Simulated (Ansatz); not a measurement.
Run report: AlNi, single-point calculation (part 2 of 3)

Continued. System: AlNi (Cmmm, 2 atoms in the cell). Method: DFT r2SCAN, scalar-relativistic, plane waves, PAW, spin-polarised (Ansatz 0.2.0); cutoff 500 eV, 6×6×6 k-mesh, Gaussian smearing of 0.1 eV, collinear spins. The structure derives from a Materials Project entry.

Geometry of the input (Å; fractional positions):
```
1.9387  -1.9532  0.0000
1.9387  1.9532  0.0000
0.0000  0.0000  3.0994
Al 0.0000  0.0000  0.0000
Ni 0.5000  0.5000  0.5000
```

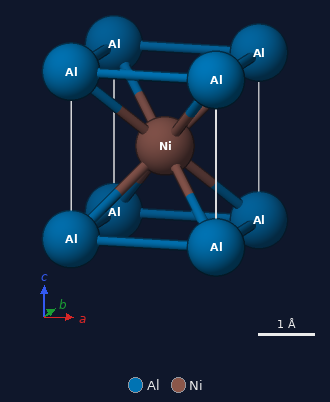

*The structure (ball-and-stick view of the cell of the calculation, seen slightly off an axis). An atom can appear more than once, as a periodic image.*

Log, continued:
```
SCF iter   1: F=-6385.425020 eV  HF=-6386.526432 eV  |F-HF|=1.10e0  |Δ(HF+E_count)|=         —  Δρ=1.81e-1 (↑8.22e-2 ↓1.81e-1)  dr2=2.36e0  dr2_τ=4.45e-2  dr2_m=3.65e0  M=0.455 μB ∫|m|=0.657 μB  β_m=0.30  ethr=3.10e-3  ⟨swp⟩=4.8  Hψ=7830  notcnv=0
preconditioner: auto → none  [metal: Δε(μ)=0.017 eV  Ē_g=12.407 eV  σ=0.100 eV  W_gap=0.09  n_scr=6 (ndim 8)  ℏωp=27.6 eV  f_vac=0.000  D(μ)=1.49/eV (n_scr^D=18)  sad-step TF]
SCF iter   2: F=-6386.749431 eV  HF=-6386.396650 eV  |F-HF|=3.53e-1  |Δ(HF+E_count)|=   1.30e-1  Δρ=1.18e-1 (↑1.18e-1 ↓1.11e-1)  dr2=2.46e-1  dr2_τ=1.04e-2  dr2_m=2.77e0  M=0.622 μB ∫|m|=0.842 μB  β_m=0.44  ethr=3.10e-3  ⟨swp⟩=3.3  Hψ=4203  notcnv=0  defer=124
Mixer restart at iter 2: flushing history
spin-set hold released at iteration 2 (the charge has settled, or the pull on large starting moments outlasts its swing): the magnetisation degrees of freedom join the quasi-Newton model from the next iteration; the mixer history was flushed
SCF iter   3: F=-6386.828728 eV  HF=-6386.584200 eV  |F-HF|=2.45e-1  |Δ(HF+E_count)|=   1.88e-1  Δρ=8.05e-2 (↑6.96e-2 ↓8.05e-2)  dr2=1.51e-1  dr2_τ=5.18e-3  dr2_m=1.19e0  M=0.513 μB ∫|m|=0.754 μB  β_m=1.20  ethr=1.17e-3  ⟨swp⟩=2.8  Hψ=3469  notcnv=0  defer=124  κ⁻¹=1.0e0(r=1)
SCF iter   4: F=-6386.641734 eV  HF=-6386.616490 eV  |F-HF|=2.52e-2  |Δ(HF+E_count)|=   3.23e-2  Δρ=2.66e-2 (↑1.96e-2 ↓2.66e-2)  dr2=3.34e-1  dr2_τ=4.24e-4  dr2_m=3.57e-3  M=0.401 μB ∫|m|=0.610 μB  β_m=1.20  ethr=7.19e-4  ⟨swp⟩=2.6  Hψ=3803  notcnv=0  defer=124  κ⁻¹=9.9e-2(r=2)
SCF iter   5: F=-6386.936972 eV  HF=-6386.721690 eV  |F-HF|=2.15e-1  |Δ(HF+E_count)|=   1.05e-1  Δρ=7.05e-3 (↑6.12e-3 ↓7.05e-3)  dr2=1.51e-3  dr2_τ=3.91e-5  dr2_m=8.45e-3  M=0.351 μB ∫|m|=0.525 μB  β_m=1.20  ethr=7.19e-4  ⟨swp⟩=2.7  Hψ=3904  notcnv=0  defer=118  κ⁻¹=1.4e-3(r=3)
SCF iter   6: F=-6386.955097 eV  HF=-6386.832268 eV  |F-HF|=1.23e-1  |Δ(HF+E_count)|=   1.11e-1  Δρ=6.73e-3 (↑4.79e-3 ↓6.73e-3)  dr2=6.02e-4  dr2_τ=1.82e-5  dr2_m=6.91e-3  M=0.310 μB ∫|m|=0.437 μB  β_m=1.20  ethr=7.21e-6  ⟨swp⟩=2.1  Hψ=3362  notcnv=0  defer=118  κ⁻¹=3.1e-4(r=4)
SCF iter   7: F=-6386.968698 eV  HF=-6386.887881 eV  |F-HF|=8.08e-2  |Δ(HF+E_count)|=   5.56e-2  Δρ=7.21e-3 (↑4.89e-3 ↓7.21e-3)  dr2=7.26e-4  dr2_τ=2.38e-5  dr2_m=7.60e-3  M=0.255 μB ∫|m|=0.365 μB  β_m=1.20  ethr=2.87e-6  ⟨swp⟩=2.0  Hψ=3137  notcnv=0  defer=118  κ⁻¹=3.9e-5(r=5)
SCF iter   8: F=-6386.958634 eV  HF=-6386.865703 eV  |F-HF|=9.29e-2  |Δ(HF+E_count)|=   2.22e-2  Δρ=7.76e-3 (↑5.60e-3 ↓7.76e-3)  dr2=6.40e-4  dr2_τ=2.84e-5  dr2_m=9.36e-3  M=0.304 μB ∫|m|=0.418 μB  β_m=0.53  ethr=2.87e-6  ⟨swp⟩=2.0  Hψ=3256  notcnv=0  defer=118  κ⁻¹=8.1e-6(r=6)
SCF iter   9: F=-6387.003329 eV  HF=-6386.948838 eV  |F-HF|=5.45e-2  |Δ(HF+E_count)|=   8.31e-2  Δρ=4.54e-3 (↑4.54e-3 ↓4.15e-3)  dr2=2.73e-4  dr2_τ=1.48e-5  dr2_m=3.92e-3  M=0.081 μB ∫|m|=0.197 μB  β_m=0.71  ethr=2.87e-6  ⟨swp⟩=2.9  Hψ=3941  notcnv=0  defer=117  κ⁻¹=1.5e-6(r=7)
SCF iter  10: F=-6387.000760 eV  HF=-6386.940134 eV  |F-HF|=6.06e-2  |Δ(HF+E_count)|=   8.70e-3  Δρ=4.92e-3 (↑4.92e-3 ↓4.59e-3)  dr2=2.58e-4  dr2_τ=1.51e-5  dr2_m=4.71e-3  M=0.094 μB ∫|m|=0.212 μB  β_m=1.19  ethr=1.30e-6  ⟨swp⟩=2.2  Hψ=3632  notcnv=0  defer=117  κ⁻¹=1.3e-6(r=8)
SCF iter  11: F=-6386.997503 eV  HF=-6386.920673 eV  |F-HF|=7.68e-2  |Δ(HF+E_count)|=   1.95e-2  Δρ=4.56e-3 (↑4.56e-3 ↓2.91e-3)  dr2=9.95e-4  dr2_τ=9.74e-6  dr2_m=2.84e-3  M=0.108 μB ∫|m|=0.225 μB  β_m=1.20  ethr=1.23e-6  ⟨swp⟩=2.0  Hψ=3016  notcnv=0  defer=117  κ⁻¹=4.0e-7(r=8)
SCF iter  12: F=-6386.998186 eV  HF=-6386.938083 eV  |F-HF|=6.01e-2  |Δ(HF+E_count)|=   1.74e-2  Δρ=6.51e-3 (↑5.16e-3 ↓6.51e-3)  dr2=3.35e-4  dr2_τ=2.12e-5  dr2_m=7.16e-3  M=0.113 μB ∫|m|=0.218 μB  β_m=1.20  ethr=1.23e-6  ⟨swp⟩=2.0  Hψ=3016  notcnv=0  defer=117  κ⁻¹=4.3e-6(r=8)
SCF iter  13: F=-6386.976877 eV  HF=-6386.922245 eV  |F-HF|=5.46e-2  |Δ(HF+E_count)|=   1.58e-2  Δρ=9.16e-3 (↑5.63e-3 ↓9.16e-3)  dr2=1.88e-3  dr2_τ=4.41e-5  dr2_m=1.16e-2  M=0.218 μB ∫|m|=0.313 μB  β_m=1.20  ethr=1.23e-6  ⟨swp⟩=2.6  Hψ=3478  notcnv=0  defer=115  κ⁻¹=2.3e-4(r=8)
SCF iter  14: F=-6386.982367 eV  HF=-6386.941116 eV  |F-HF|=4.13e-2  |Δ(HF+E_count)|=   1.89e-2  Δρ=1.07e-2 (↑6.34e-3 ↓1.07e-2)  dr2=3.17e-3  dr2_τ=6.75e-5  dr2_m=1.54e-2  M=0.189 μB ∫|m|=0.276 μB  β_m=1.20  ethr=1.23e-6  ⟨swp⟩=2.0  Hψ=3256  notcnv=0  defer=115  κ⁻¹=2.2e-4(r=8)
SCF iter  15: F=-6386.981129 eV  HF=-6386.933297 eV  |F-HF|=4.78e-2  |Δ(HF+E_count)|=   7.82e-3  Δρ=9.92e-3 (↑6.04e-3 ↓9.92e-3)  dr2=2.47e-3  dr2_τ=5.34e-5  dr2_m=1.35e-2  M=0.196 μB ∫|m|=0.287 μB  β_m=1.20  ethr=1.23e-6  ⟨swp⟩=2.1  Hψ=3016  notcnv=0  defer=115  κ⁻¹=2.8e-4(r=8)
SCF iter  16: F=-6386.978872 eV  HF=-6386.938285 eV  |F-HF|=4.06e-2  |Δ(HF+E_count)|=   4.99e-3  Δρ=1.14e-2 (↑6.39e-3 ↓1.14e-2)  dr2=4.14e-3  dr2_τ=7.27e-5  dr2_m=1.68e-2  M=0.203 μB ∫|m|=0.291 μB  β_m=1.20  ethr=1.23e-6  ⟨swp⟩=2.1  Hψ=2948  notcnv=0  defer=115  κ⁻¹=2.7e-4(r=8)
SCF iter  17: F=-6386.970293 eV  HF=-6386.926034 eV  |F-HF|=4.43e-2  |Δ(HF+E_count)|=   1.23e-2  Δρ=1.09e-2 (↑6.25e-3 ↓1.09e-2)  dr2=3.52e-3  dr2_τ=6.53e-5  dr2_m=1.56e-2  M=0.250 μB ∫|m|=0.337 μB  β_m=1.20  ethr=1.23e-6  ⟨swp⟩=2.0  Hψ=3123  notcnv=0  defer=115  κ⁻¹=1.1e-4(r=8)
SCF iter  18: F=-6386.966510 eV  HF=-6386.924346 eV  |F-HF|=4.22e-2  |Δ(HF+E_count)|=   1.69e-3  Δρ=1.15e-2 (↑6.45e-3 ↓1.15e-2)  dr2=4.13e-3  dr2_τ=7.52e-5  dr2_m=1.71e-2  M=0.268 μB ∫|m|=0.354 μB  β_m=1.20  ethr=1.23e-6  ⟨swp⟩=2.4  Hψ=3335  notcnv=0  defer=114  κ⁻¹=3.1e-5(r=8)
SCF iter  19: F=-6386.984089 eV  HF=-6386.913310 eV  |F-HF|=7.08e-2  |Δ(HF+E_count)|=   1.10e-2  Δρ=8.69e-3 (↑6.66e-3 ↓8.69e-3)  dr2=9.31e-4  dr2_τ=4.28e-5  dr2_m=1.26e-2  M=0.178 μB ∫|m|=0.293 μB  β_m=1.20  ethr=1.23e-6  ⟨swp⟩=2.5  Hψ=3510  notcnv=0  defer=114  κ⁻¹=2.7e-5(r=8)
SCF iter  20: F=-6387.003666 eV  HF=-6386.976362 eV  |F-HF|=2.73e-2  |Δ(HF+E_count)|=   6.31e-2  Δρ=9.41e-3 (↑7.02e-3 ↓9.41e-3)  dr2=1.07e-3  dr2_τ=6.03e-5  dr2_m=1.43e-2  M=0.092 μB ∫|m|=0.172 μB  β_m=1.20  ethr=1.23e-6  ⟨swp⟩=2.9  Hψ=4257  notcnv=0  defer=114  κ⁻¹=3.1e-5(r=8)
SCF iter  21: F=-6386.968539 eV  HF=-6386.897402 eV  |F-HF|=7.11e-2  |Δ(HF+E_count)|=   7.90e-2  Δρ=6.50e-3 (↑5.75e-3 ↓6.50e-3)  dr2=1.69e-4  dr2_τ=2.12e-5  dr2_m=7.98e-3  M=0.264 μB ∫|m|=0.362 μB  β_m=1.20  ethr=1.23e-6  ⟨swp⟩=3.1  Hψ=4500  notcnv=0  defer=115  κ⁻¹=5.5e-5(r=8)
SCF iter  22: F=-6386.869005 eV  HF=-6386.600283 eV  |F-HF|=2.69e-1  |Δ(HF+E_count)|=   2.97e-1  Δρ=2.05e-2 (↑2.05e-2 ↓1.79e-2)  dr2=1.42e-3  dr2_τ=2.72e-4  dr2_m=7.95e-2  M=0.524 μB ∫|m|=0.729 μB  β_m=1.20  ethr=8.06e-7  ⟨swp⟩=3.8  Hψ=5153  notcnv=0  defer=115  κ⁻¹=6.3e-6(r=8)
SCF iter  23: F=-6386.957313 eV  HF=-6386.888689 eV  |F-HF|=6.86e-2  |Δ(HF+E_count)|=   2.88e-1  Δρ=8.01e-3 (↑8.01e-3 ↓7.46e-3)  dr2=1.94e-4  dr2_τ=3.93e-5  dr2_m=1.28e-2  M=0.320 μB ∫|m|=0.421 μB  β_m=1.20  ethr=8.06e-7  ⟨swp⟩=3.4  Hψ=5271  notcnv=0  defer=114  κ⁻¹=3.4e-6(r=8)
SCF iter  24: F=-6386.945356 eV  HF=-6386.888092 eV  |F-HF|=5.73e-2  |Δ(HF+E_count)|=   5.97e-4  Δρ=1.69e-2 (↑1.69e-2 ↓1.66e-2)  dr2=1.53e-4  dr2_τ=2.67e-4  dr2_m=6.03e-2  M=0.366 μB ∫|m|=0.483 μB  β_m=1.20  ethr=8.06e-7  ⟨swp⟩=3.1  Hψ=4016  notcnv=0  defer=114  κ⁻¹=3.7e-6(r=8)
SCF iter  25: F=-6386.985546 eV  HF=-6386.964207 eV  |F-HF|=2.13e-2  |Δ(HF+E_count)|=   7.61e-2  Δρ=1.41e-2 (↑1.41e-2 ↓1.34e-2)  dr2=2.89e-4  dr2_τ=1.94e-4  dr2_m=4.04e-2  M=0.191 μB ∫|m|=0.272 μB  β_m=1.20  ethr=7.29e-7  ⟨swp⟩=3.3  Hψ=4526  notcnv=0  defer=113  κ⁻¹=8.5e-6(r=8)
SCF iter  26: F=-6387.010498 eV  HF=-6387.005350 eV  |F-HF|=5.15e-3  |Δ(HF+E_count)|=   4.11e-2  Δρ=1.10e-2 (↑1.10e-2 ↓6.81e-3)  dr2=2.94e-3  dr2_τ=8.85e-5  dr2_m=1.69e-2  M=0.056 μB ∫|m|=0.111 μB  β_m=1.20  ethr=7.29e-7  ⟨swp⟩=3.4  Hψ=4946  notcnv=0  defer=115  κ⁻¹=2.9e-5(r=8)
SCF iter  27: F=-6387.014169 eV  HF=-6387.015706 eV  |F-HF|=1.54e-3  |Δ(HF+E_count)|=   1.04e-2  Δρ=5.46e-3 (↑5.46e-3 ↓1.74e-3)  dr2=3.29e-3  dr2_τ=1.82e-5  dr2_m=2.35e-3  M=0.030 μB ∫|m|=0.043 μB  β_m=1.20  ethr=7.29e-7  ⟨swp⟩=2.6  Hψ=3504  notcnv=0  defer=114  κ⁻¹=2.3e-5(r=8)
SCF iter  28: F=-6387.015057 eV  HF=-6387.012327 eV  |F-HF|=2.73e-3  |Δ(HF+E_count)|=   3.38e-3  Δρ=6.56e-3 (↑6.56e-3 ↓5.07e-3)  dr2=3.79e-4  dr2_τ=3.72e-5  dr2_m=7.25e-3  M=0.041 μB ∫|m|=0.067 μB  β_m=1.20  ethr=7.29e-7  ⟨swp⟩=2.0  Hψ=3071  notcnv=0  defer=115  κ⁻¹=1.1e-5(r=8)
SCF iter  29: F=-6387.016048 eV  HF=-6387.015622 eV  |F-HF|=4.26e-4  |Δ(HF+E_count)|=   3.30e-3  Δρ=3.84e-3 (↑3.84e-3 ↓1.85e-3)  dr2=7.62e-4  dr2_τ=9.62e-6  dr2_m=1.68e-3  M=0.027 μB ∫|m|=0.038 μB  β_m=1.20  ethr=7.29e-7  ⟨swp⟩=2.0  Hψ=3073  notcnv=0  defer=115  κ⁻¹=3.1e-6(r=8)
SCF iter  30: F=-6387.016282 eV  HF=-6387.016414 eV  |F-HF|=1.33e-4  |Δ(HF+E_count)|=   7.92e-4  Δρ=2.72e-3 (↑2.72e-3 ↓9.48e-4)  dr2=9.51e-4  dr2_τ=4.61e-6  dr2_m=5.62e-4  M=0.019 μB ∫|m|=0.023 μB  β_m=1.20  ethr=7.29e-7  ⟨swp⟩=2.0  Hψ=3232  notcnv=0  defer=116  κ⁻¹=3.7e-6(r=8)
SCF iter  31: F=-6387.016742 eV  HF=-6387.016215 eV  |F-HF|=5.27e-4  |Δ(HF+E_count)|=   1.99e-4  Δρ=2.42e-3 (↑2.42e-3 ↓1.47e-3)  dr2=1.77e-4  dr2_τ=4.44e-6  dr2_m=8.00e-4  M=0.021 μB ∫|m|=0.027 μB  β_m=1.20  ethr=7.29e-7  ⟨swp⟩=2.0  Hψ=2540  notcnv=0  defer=116  κ⁻¹=2.2e-6(r=8)
SCF iter  32: F=-6387.013611 eV  HF=-6387.015587 eV  |F-HF|=1.98e-3  |Δ(HF+E_count)|=   6.28e-4  Δρ=6.51e-3 (↑1.70e-3 ↓6.51e-3)  dr2=4.17e-3  dr2_τ=2.63e-5  dr2_m=3.45e-3  M=-0.019 μB ∫|m|=0.039 μB  β_m=1.20  ethr=7.29e-7  ⟨swp⟩=2.8  Hψ=3347  notcnv=0  defer=116  κ⁻¹=2.3e-6(r=8)
SCF iter  33: F=-6387.011598 eV  HF=-6387.013978 eV  |F-HF|=2.38e-3  |Δ(HF+E_count)|=   1.61e-3  Δρ=8.30e-3 (↑2.49e-3 ↓8.30e-3)  dr2=6.04e-3  dr2_τ=4.33e-5  dr2_m=6.06e-3  M=-0.029 μB ∫|m|=0.056 μB  β_m=1.20  ethr=7.29e-7  ⟨swp⟩=2.4  Hψ=3396  notcnv=0  defer=117  κ⁻¹=2.4e-6(r=8)
SCF iter  34: F=-6387.016400 eV  HF=-6387.016606 eV  |F-HF|=2.06e-4  |Δ(HF+E_count)|=   2.63e-3  Δρ=3.43e-3 (↑1.21e-3 ↓3.43e-3)  dr2=8.56e-4  dr2_τ=7.89e-6  dr2_m=1.13e-3  M=-0.009 μB ∫|m|=0.022 μB  β_m=1.20  ethr=7.29e-7  ⟨swp⟩=2.1  Hψ=3104  notcnv=0  defer=117  κ⁻¹=2.2e-6(r=8)
SCF iter  35: F=-6387.017184 eV  HF=-6387.017110 eV  |F-HF|=7.41e-5  |Δ(HF+E_count)|=   5.04e-4  Δρ=5.62e-4 (↑5.45e-4 ↓5.62e-4)  dr2=1.11e-6  dr2_τ=3.96e-7  dr2_m=6.55e-5  M=0.008 μB ∫|m|=0.009 μB  β_m=1.20  ethr=7.29e-7  ⟨swp⟩=2.0  Hψ=3304  notcnv=0  defer=117  κ⁻¹=2.5e-6(r=8)
SCF iter  36: F=-6387.017209 eV  HF=-6387.017121 eV  |F-HF|=8.83e-5  |Δ(HF+E_count)|=   1.08e-5  Δρ=2.18e-4 (↑2.18e-4 ↓1.75e-4)  dr2=7.44e-7  dr2_τ=8.76e-8  dr2_m=7.70e-6  M=-0.001 μB ∫|m|=0.005 μB  β_m=0.74  ethr=5.27e-9  ⟨swp⟩=3.0  Hψ=3804  notcnv=0  defer=115  κ⁻¹=2.6e-6(r=8)
SCF iter  37: F=-6387.017199 eV  HF=-6387.017063 eV  |F-HF|=1.36e-4  |Δ(HF+E_count)|=   5.75e-5  Δρ=8.42e-5 (↑8.25e-5 ↓8.42e-5)  dr2=6.26e-7  dr2_τ=1.67e-8  dr2_m=9.27e-7  M=-0.004 μB ∫|m|=0.008 μB  β_m=0.32  ethr=3.54e-9  ⟨swp⟩=2.1  Hψ=2683  notcnv=0  defer=115  κ⁻¹=1.8e-6(r=8)
SCF iter  38: F=-6387.017220 eV  HF=-6387.017210 eV  |F-HF|=9.02e-6  |Δ(HF+E_count)|=   1.47e-4  Δρ=8.63e-5 (↑8.02e-5 ↓8.63e-5)  dr2=5.77e-8  dr2_τ=1.10e-8  dr2_m=1.45e-6  M=-0.001 μB ∫|m|=0.002 μB  β_m=1.20  ethr=4.76e-10  ⟨swp⟩=8.6  Hψ=10597  notcnv=0  κ⁻¹=2.2e-6(r=8)
SCF iter  39: F=-6387.017214 eV  HF=-6387.017174 eV  |F-HF|=4.00e-5  |Δ(HF+E_count)|=   3.64e-5  Δρ=9.27e-5 (↑6.08e-5 ↓9.27e-5)  dr2=1.89e-7  dr2_τ=3.39e-9  dr2_m=1.19e-6  M=0.003 μB ∫|m|=0.004 μB  β_m=1.20  ethr=2.75e-10  ⟨swp⟩=8.1  Hψ=9307  notcnv=0  κ⁻¹=2.0e-6(r=8)
SCF iter  40: F=-6387.017221 eV  HF=-6387.017217 eV  |F-HF|=4.05e-6  |Δ(HF+E_count)|=   4.26e-5  Δρ=3.55e-5 (↑2.83e-5 ↓3.55e-5)  dr2=1.18e-8  dr2_τ=6.11e-10  dr2_m=2.10e-7  M=0.001 μB ∫|m|=0.001 μB  β_m=1.20  ethr=2.75e-10  ⟨swp⟩=3.7  Hψ=8677  notcnv=0  κ⁻¹=6.3e-7(r=8)
```
